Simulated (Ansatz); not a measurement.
**Run report: Si, nudged elastic band (part 3 of 3)**

Si (defect cell, 17 atoms in the cell); DFT PBE, scalar-relativistic, plane waves, PAW, PAW set soft_1, no spin polarisation (Ansatz 0.2.0); cutoff 420 eV, 2×2×2 k-mesh, Fermi–Dirac smearing of 0.05 eV. It belongs to a series of runs on one base structure; here: band between the two ends.

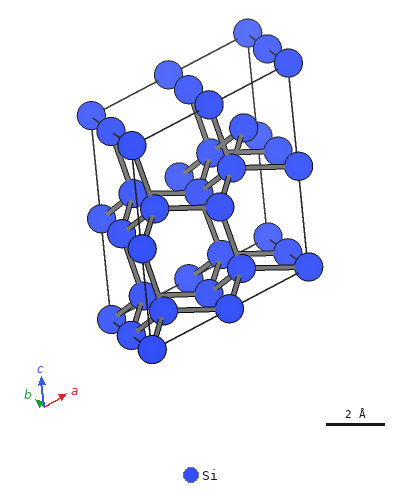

**Figure 1.** The starting structure (ball-and-stick view of the cell of the calculation, seen slightly off an axis).

### Output, continued
```
  k-point 7: bands = ["-5.3209", "-4.5858", "-3.1887", "-3.0207", "-2.7734", "-2.6091", "-2.5725", "-2.5024", "-0.3541", "-0.2760", "0.1176", "0.2117", "0.3459", "0.3930", "1.4755", "2.4259", "2.4410", "2.7276", "2.7793", "3.1269", "3.1743", "3.1850", "4.1044", "4.1620", "4.3052", "4.4020", "4.5083", "4.5690", "5.6956", "5.7406", "5.7888", "5.8194", "6.3315", "6.8478", "7.4584", "7.8122", "8.1301", "8.3015", "8.5214", "8.5832", "9.6621", "9.6836", "9.8645", "9.8899", "9.9249", "10.5423", "10.7293", "10.7545", "10.7643", "11.2198", "11.3983"]
this run last wrote the band of iteration 6 to [file]
--- NEB band (9 images, 6 band iterations, 507 SCF iterations) ---
  forward barrier  = 0.312055 eV
  backward barrier = 0.312073 eV
  lagrangian_above_aufbau_ev (what the smearing adds, to first order; not taken off the barriers): saddle image -0.018076 eV, end points -0.027004 and -0.027030 eV
  climbing image's point = a first-order saddle point (lowest curvatures found: -0.29 and 0.67 eV/Å²)
  energies are F+E_penalty+E_count in eV, relative to image 0
  image     s (Å)  Δ vs image 0  max|band force component| (eV/Å)
      0    0.0000      0.000000                                 —
      1    0.6090      0.126797                          1.846e-2
      2    0.9556      0.281189                          3.743e-2
      3    1.2912      0.293882                          1.111e-2
  *   4    1.6110      0.312055                          6.502e-3
      5    1.9303      0.294441                          1.036e-2
      6    2.2648      0.281485                          3.083e-2
      7    2.6105      0.128860                          1.737e-2
      8    3.2125     -0.000018                                 —
  saddle-point geometry (image 4):
  cell:  # Å, volume = 320.2060 Å³
    - [0.0, 5.43, 5.43]
    - [5.43, 0.0, 5.43]
    - [5.43, 5.43, 0.0]
  atoms:
    - { symbol: Si, position: [0.013188399133251653, -0.0016542905921684186, -0.009405245149288352] }
    - { symbol: Si, position: [0.12690667534831512, 0.11200561702025724, 0.13481093340942418] }
    - { symbol: Si, position: [0.00979231929738464, -0.025816945979512423, 0.5067745145040979] }
    - { symbol: Si, position: [0.15076457150428452, 0.11545205483401372, 0.618582103908998] }
    - { symbol: Si, position: [-0.018899423370680346, 0.48102142469490805, 0.05726321269839277] }
    - { symbol: Si, position: [0.1268289301165652, 0.6267367049046417, 0.13483207601808977] }
    - { symbol: Si, position: [0.009471247682076023, 0.5094803674819866, 0.5068485733302448] }
    - { symbol: Si, position: [0.10684484045979686, 0.6068467190498505, 0.6795446308956625] }
    - { symbol: Si, position: [0.4984838075004535, -0.0016376101543709443, -0.009564211548448526] }
    - { symbol: Si, position: [0.6441943026729678, 0.14411920043956217, 0.06798057146457137] }
    - { symbol: Si, position: [0.518116795316306, 0.018170968906743162, 0.4457142521562016] }
    - { symbol: Si, position: [0.6155032246838761, 0.11534002597072512, 0.6184976622290621] }
    - { symbol: Si, position: [0.49843166996836397, 0.5131127731030063, -0.009381441240899346] }
    - { symbol: Si, position: [0.6120766374439317, 0.6267871605293562, 0.13488511349210397] }
    - { symbol: Si, position: [0.4742063963975349, 0.5097609319020203, 0.5068322573557094] }
    - { symbol: Si, position: [0.6154564004235871, 0.6508668070883546, 0.6186279141283855] }
    - { symbol: Si, position: [0.812253040421986, 0.312349205800626, 0.5629978573476928] }
```

### The last band as extended XYZ (Å, eV, eV/Å)
```
17
Lattice="0.0000 5.4300 5.4300 5.4300 0.0000 5.4300 5.4300 5.4300 0.0000" Properties=species:S:1:pos:R:3:forces:R:3 image=0 energy=-10804.58010
Si   -0.0013    0.0370    0.0021    0.0048  -0.0118   0.0007
Si    1.3622    1.3555    1.3643    0.0151  -0.0171   0.0092
Si    2.6821    2.7192    0.0041    0.0110  -0.0008  -0.0010
Si    4.0474    4.1015    1.3862    0.0024  -0.0020  -0.0023
Si    2.7142    0.0006    2.7155   -0.0001   0.0015   0.0014
Si    4.0656    1.3540    4.0687   -0.0113  -0.0127  -0.0128
Si    5.4286    2.7173    2.7516    0.0050   0.0008  -0.0111
Si    6.7921    4.0793    4.0703    0.0154   0.0089  -0.0174
Si    0.0013    2.7184    2.6832   -0.0005   0.0018   0.0192
Si    1.3817    4.1003    4.0503   -0.0010   0.0030   0.0002
Si    2.7176    5.4370    2.7216    0.0000   0.0035   0.0033
Si    4.0532    6.7702    4.0551   -0.0152  -0.0137  -0.0137
Si    2.7474    2.7166    5.4313   -0.0071   0.0037   0.0039
Si    4.0682    4.0784    6.7933   -0.0197   0.0126   0.0131
Si    5.4313    5.3982    5.4332   -0.0003   0.0203   0.0017
Si    6.8115    6.7656    6.8149   -0.0004  -0.0004   0.0033
Si    5.4324    8.1521    5.4367    0.0020   0.0026   0.0024
17
Lattice="0.0000 5.4300 5.4300 5.4300 0.0000 5.4300 5.4300 5.4300 0.0000" Properties=species:S:1:pos:R:3:forces:R:3 image=2 energy=-10804.29891
Si   -0.0448    0.0570    0.0506   -0.0087   0.0026   0.0060
Si    1.3791    1.4174    1.2991   -0.0034  -0.0158   0.0075
Si    2.6797    2.7903   -0.0699    0.0323  -0.0283   0.0284
Si    3.9902    4.2051    1.4565    0.0021  -0.0060  -0.0119
Si    2.8442    0.1315    2.5903   -0.0408  -0.0381   0.0427
Si    4.1326    1.4185    4.0582   -0.0114  -0.0145   0.0095
Si    5.5044    2.7908    2.7567   -0.0343  -0.0330  -0.0304
Si    6.9203    4.2080    3.9435   -0.0275  -0.0239   0.0311
Si   -0.0443    2.6739    2.6517   -0.0069  -0.0086  -0.0021
Si    1.1422    3.8577    4.2879    0.0253   0.0266  -0.0202
Si    2.5102    5.2247    2.9199    0.0086   0.0067  -0.0141
Si    3.9794    6.7036    3.9242    0.0057   0.0009   0.0049
Si    2.7736    2.6734    5.4807    0.0029  -0.0083   0.0037
Si    4.1312    4.0980    6.7295   -0.0140  -0.0011   0.0086
Si    5.5028    5.3987    5.3610   -0.0244   0.0313   0.0236
Si    6.9254    6.7101    6.8904   -0.0081  -0.0018  -0.0128
Si    5.0776    7.7873    5.7695    0.1029   0.1114  -0.0744
17
Lattice="0.0000 5.4300 5.4300 5.4300 0.0000 5.4300 5.4300 5.4300 0.0000" Properties=species:S:1:pos:R:3:forces:R:3 image=3 energy=-10804.28622
Si   -0.0560    0.0596    0.0579   -0.0047   0.0017   0.0100
Si    1.3709    1.4271    1.2917    0.0145   0.0035  -0.0004
Si    2.6644    2.7981   -0.0805    0.0212  -0.0040   0.0086
Si    3.9765    4.2319    1.4539   -0.0075   0.0084   0.0087
Si    2.8862    0.1721    2.5470   -0.0234  -0.0241   0.0147
Si    4.1415    1.4277    4.0610    0.0020   0.0011  -0.0157
Si    5.5123    2.7976    2.7656   -0.0031  -0.0016  -0.0204
Si    6.9571    4.2429    3.9037   -0.0174  -0.0157   0.0190
Si   -0.0559    2.6602    2.6605   -0.0050  -0.0037  -0.0069
Si    1.1029    3.8192    4.3305   -0.0188  -0.0207   0.0106
Si    2.4860    5.2016    2.9461   -0.0104  -0.0115   0.0144
Si    3.9769    6.6930    3.9173   -0.0120  -0.0117  -0.0203
Si    2.7734    2.6603    5.4879    0.0031  -0.0025   0.0086
Si    4.1412    4.0872    6.7214    0.0037   0.0139   0.0006
Si    5.5125    5.3808    5.3496   -0.0030   0.0177   0.0071
Si    6.9469    6.6925    6.8842    0.0058  -0.0078   0.0082
Si    4.9009    7.6164    5.9607    0.0551   0.0571  -0.0469
17
Lattice="0.0000 5.4300 5.4300 5.4300 0.0000 5.4300 5.4300 5.4300 0.0000" Properties=species:S:1:pos:R:3:forces:R:3 image=5 energy=-10804.28566
Si   -0.0655   -0.0121    0.0677   -0.0039  -0.0042   0.0014
Si    1.3027    1.4151    1.3013   -0.0052   0.0042  -0.0015
Si    2.5589    2.8126   -0.0957   -0.0083   0.0002  -0.0037
Si    3.9926    4.1240    1.4382    0.0062  -0.0203  -0.0048
Si    2.9700    0.2548    2.4625    0.0192   0.0171  -0.0235
Si    4.1308    1.4153    4.1296    0.0061   0.0067   0.0014
Si    5.5273    2.8111    2.8700    0.0010   0.0022   0.0145
Si    7.0167    4.3012    3.8434    0.0179   0.0203  -0.0193
Si   -0.0658    2.6490    2.7283   -0.0026  -0.0016   0.0029
Si    1.1900    3.9049    4.2415    0.0132   0.0115  -0.0145
Si    2.5476    5.2616    2.8832    0.0245   0.0246  -0.0206
Si    3.9922    6.7074    4.0206    0.0047   0.0021   0.0199
Si    2.7035    2.6495    5.4975   -0.0038  -0.0035   0.0020
Si    4.1306    4.0178    6.7313    0.0043  -0.0055  -0.0020
Si    5.5284    5.2741    5.3344    0.0010  -0.0114  -0.0060
Si    6.8407    6.7072    6.8686   -0.0227   0.0062  -0.0069
Si    4.6052    7.3192    6.2536   -0.0515  -0.0487   0.0608
17
Lattice="0.0000 5.4300 5.4300 5.4300 0.0000 5.4300 5.4300 5.4300 0.0000" Properties=species:S:1:pos:R:3:forces:R:3 image=6 energy=-10804.29862
Si   -0.0580   -0.0176    0.0573    0.0089   0.0102  -0.0178
Si    1.2972    1.4062    1.3140   -0.0028   0.0024  -0.0074
Si    2.5709    2.8186   -0.0790    0.0034  -0.0124  -0.0076
Si    4.0011    4.1110    1.4296    0.0312  -0.0319  -0.0291
Si    2.9328    0.2158    2.4952   -0.0252  -0.0238   0.0282
Si    4.1210    1.4058    4.1257    0.0100   0.0098  -0.0004
Si    5.5189    2.8078    2.8413   -0.0035  -0.0077   0.0080
Si    6.9936    4.2768    3.8616   -0.0106  -0.0127   0.0049
Si   -0.0567    2.6564    2.7396    0.0134   0.0120   0.0004
Si    1.2322    3.9468    4.2007    0.0400   0.0390  -0.0343
Si    2.5858    5.2999    2.8476    0.0328   0.0348  -0.0225
Si    4.0036    6.7180    4.0407    0.0177   0.0163   0.0364
Si    2.6970    2.6555    5.4868    0.0076   0.0079  -0.0179
Si    4.1210    4.0084    6.7443    0.0031  -0.0030  -0.0078
Si    5.5321    5.2801    5.3489   -0.0099   0.0038  -0.0060
Si    6.8259    6.7157    6.8596   -0.0336   0.0288  -0.0284
Si    4.4215    7.1298    6.4207   -0.0826  -0.0737   0.1013
17
Lattice="0.0000 5.4300 5.4300 5.4300 0.0000 5.4300 5.4300 5.4300 0.0000" Properties=species:S:1:pos:R:3:forces:R:3 image=8 energy=-10804.58012
Si    0.0052   -0.0047   -0.0052    0.0152  -0.0177  -0.0153
Si    1.3247    1.3579    1.3556    0.0206  -0.0003  -0.0010
Si    2.6928    2.7381   -0.0259   -0.0021   0.0013  -0.0023
Si    4.0734    4.1053    1.3566    0.0015  -0.0137  -0.0016
Si    2.6954   -0.0216    2.7346   -0.0095  -0.0096   0.0096
Si    4.0744    1.3579    4.1053    0.0009  -0.0004  -0.0205
Si    5.4559    2.7381    2.7372    0.0023   0.0013   0.0022
Si    6.7924    4.0725    4.0676    0.0026  -0.0003  -0.0026
Si    0.0059    2.7193    2.7183    0.0132   0.0162   0.0158
Si    1.3578    4.0720    4.0722    0.0011  -0.0002  -0.0011
Si    2.7110    5.4239    2.7190   -0.0144  -0.0143   0.0144
Si    4.0744    6.7859    4.0369   -0.0005   0.0023   0.0132
Si    2.7117    2.7193    5.4241   -0.0158   0.0161  -0.0133
Si    4.0753    4.0386    6.7847   -0.0009   0.0134   0.0009
Si    5.4578    5.4039    5.4022   -0.0041   0.0039   0.0042
Si    6.8231    6.7860    6.7856   -0.0132   0.0022   0.0004
Si    4.0772    6.7876    6.7828    0.0029  -0.0003  -0.0030
```

The run was set up as follows.

### The input
```yaml
crystal:
  lattice:
    - [0.0, 5.43, 5.43]
    - [5.43, 0.0, 5.43]
    - [5.43, 5.43, 0.0]
  atoms:
    - { symbol: Si, position: [0.00372804, -0.00333508, 0.00308923] }
    - { symbol: Si, position: [0.12500945, 0.12623533, 0.1246231] }
    - { symbol: Si, position: [0.00379046, -0.00303834, 0.49698189] }
    - { symbol: Si, position: [0.13262953, 0.12265903, 0.62271191] }
    - { symbol: Si, position: [0.0001738, 0.49992293, -6.718e-05] }
    - { symbol: Si, position: [0.12496646, 0.62433833, 0.12438237] }
    - { symbol: Si, position: [0.00371708, 0.50302791, 0.49671142] }
    - { symbol: Si, position: [0.12500371, 0.6245997, 0.6262442] }
    - { symbol: Si, position: [0.49726427, -0.00311803, 0.00336605] }
    - { symbol: Si, position: [0.62328978, 0.12262481, 0.13183091] }
    - { symbol: Si, position: [0.5010233, 0.00019865, 0.5002734] }
    - { symbol: Si, position: [0.62358265, 0.12321113, 0.62322921] }
    - { symbol: Si, position: [0.49728871, 0.50295641, 0.00300627] }
    - { symbol: Si, position: [0.62646932, 0.62459091, 0.12460873] }
    - { symbol: Si, position: [0.49725083, 0.50334418, 0.49688907] }
    - { symbol: Si, position: [0.62328677, 0.63175283, 0.62267393] }
    - { symbol: Si, position: [0.75105034, 0.250185, 0.75025737] }
basis:
  ecutwfc: 420.0
kpoints:
  mp_grid: { grid: [2, 2, 2] }
hamiltonian:
  xc: pbe
  pseudopotentials: { kind: paw, azcp: { folder: soft_1 } }
scf:
  occupations: { method: fermi_dirac, width: 0.05 }
  lower_state_search: "off"
neb:
  images: 7
  f_tol: 0.05
  initial_path: idpp
  max_iterations: 56
  spring: { min: 2.0, max: 10.0 }
  final_atoms:
    - { symbol: Si, position: [-0.00138946, 0.00043595, 0.00051975] }
    - { symbol: Si, position: [0.12788534, 0.1217731, 0.12218825] }
    - { symbol: Si, position: [0.00179139, -0.00655562, 0.50246458] }
    - { symbol: Si, position: [0.12785699, 0.12198141, 0.62818487] }
    - { symbol: Si, position: [0.00162245, 0.50199316, -0.00560964] }
    - { symbol: Si, position: [0.12788453, 0.62815355, 0.1221909] }
    - { symbol: Si, position: [0.00179013, 0.50230172, 0.50246744] }
    - { symbol: Si, position: [0.12409468, 0.62500449, 0.62589971] }
    - { symbol: Si, position: [0.50015581, 0.00045682, 0.00063287] }
    - { symbol: Si, position: [0.62489735, 0.12504919, 0.1250054] }
    - { symbol: Si, position: [0.50016864, 0.00056574, 0.49870286] }
    - { symbol: Si, position: [0.62140921, 0.12204005, 0.62830379] }
    - { symbol: Si, position: [0.50015612, 0.49875471, 0.00063411] }
    - { symbol: Si, position: [0.62135226, 0.62812478, 0.12239904] }
    - { symbol: Si, position: [0.49248508, 0.50240261, 0.5027126] }
    - { symbol: Si, position: [0.62140994, 0.62824904, 0.62830496] }
    - { symbol: Si, position: [0.87414471, 0.37499583, 0.37586818] }
  order_check: true
```

Launched with:
```bash
ansatz run input.yaml --threads 1 --pin off --max-ram 3072MiB --backend cpu --events-out ev --progress --plain --runs-dir out
```

### Summary

- outcome: converged
- barrier, forward: 0.312 eV
- barrier, backward: 0.312 eV
- electrons treated: 68
- hardware: 1 thread of Arm Neoverse V2, 24 GiB of memory available, shared host
- wall time: 6.7 min
- peak memory: 0.91 GiB

The k-point mesh is coarse for a cell of this size, so the results may not be converged.
